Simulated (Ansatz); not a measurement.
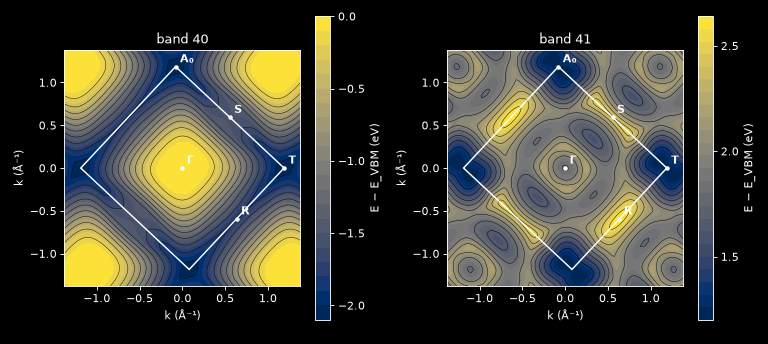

Two bands of SnO (space group Cmce, No. 64) over the plane through Γ, T and S: the highest mostly filled and the lowest mostly empty one.

Level of theory: DFT PBE, scalar-relativistic, plane waves, PAW; levels and slopes on a dense k mesh at the converged density in Ansatz. No spin polarisation. k mesh for the levels: 26×26×10. Unrelaxed database geometry. The cell comes from a database of computed structures, not from a measurement.

### Give both levels and their distance at the named points.

| point | lower band (eV) | upper band (eV) | distance (eV) |
| --- | --- | --- | --- |
| Γ | 0.00 | 1.79 | 1.79 |
| T | −2.06 | 1.26 | 3.32 |
| S | −1.53 | 2.43 | 3.96 |
| R | −1.82 | 2.62 | 4.44 |

### Where are the band edges of the whole zone?

The valence band has two equivalent maxima on the Σ₀–Γ line, nearly flat in one direction, with masses 0.55 and 5.54 mₑ across; the conduction band has one minimum at Y, principal masses 0.20, 0.44 and 0.45 mₑ. The gap is indirect, 0.53 eV at this level of theory, which underestimates gaps and can reorder valleys that lie close.

Spin-orbit coupling, left out here, can change the gap, its kind, the place of the band edges and the masses, since the compound holds Sn.
